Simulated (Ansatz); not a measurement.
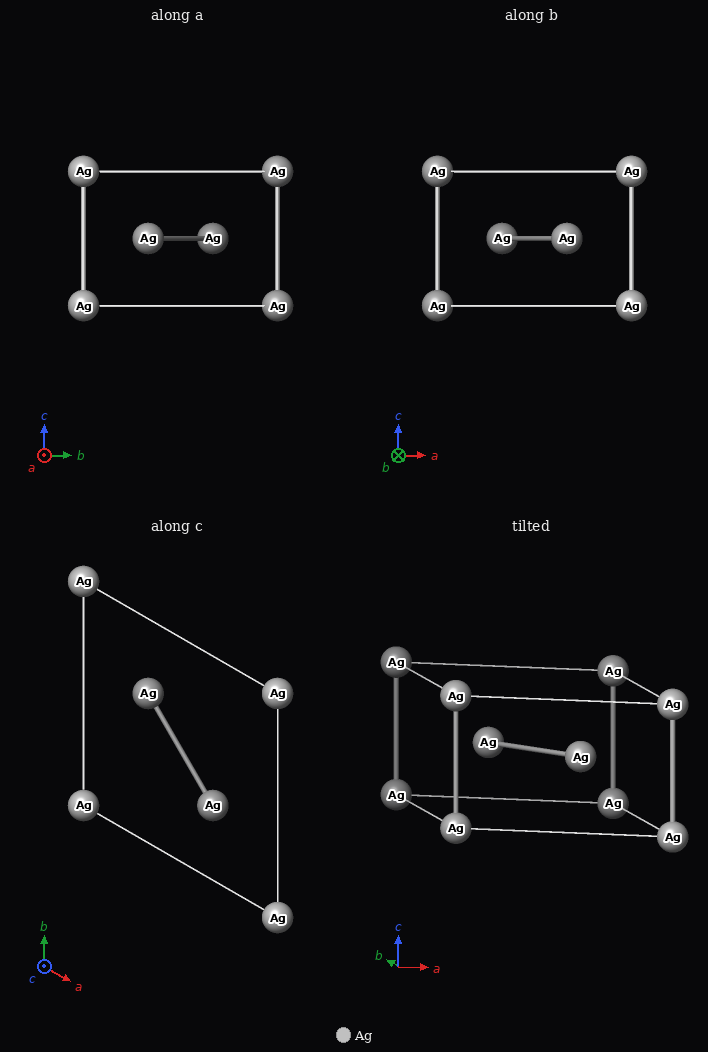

Crystal structure, ball-and-stick style, seen along the a axis, along the b axis, along the c axis and slightly off an axis. Lines trace the edges of the conventional unit cell.

Lattice parameters: a = 4.7313 Å, b = 4.7313 Å, c = 2.8336 Å, α = 90.000°, β = 90.000°, γ = 120.000°.

Question: Set out the cell and atoms as a CIF with its space group and independent sites.

Answer:
```cif
data_structure
_symmetry_space_group_name_H-M 'P 6/m m m'
_symmetry_Int_Tables_number 191
_cell_length_a 4.7313
_cell_length_b 4.7313
_cell_length_c 2.8336
_cell_angle_alpha 90.000
_cell_angle_beta 90.000
_cell_angle_gamma 120.000
_cell_volume 54.93
loop_
_atom_site_label
_atom_site_type_symbol
_atom_site_symmetry_multiplicity
_atom_site_Wyckoff_symbol
_atom_site_fract_x
_atom_site_fract_y
_atom_site_fract_z
_atom_site_occupancy
Ag1 Ag 1 a 0.0000 0.0000 0.0000 1
Ag2 Ag 2 d 0.3333 0.6667 0.5000 1
```

The cell started as a structure type filled with this element by a generator (whether the element takes this form wasn't checked). Earlier steps of the study may have refined or changed the cell and positions. It went into a calculation with Ansatz.

At this level of theory the cell isn't at rest (stretched, at -11 GPa), so its distances can differ from those at equilibrium, the more so the softer the solid.
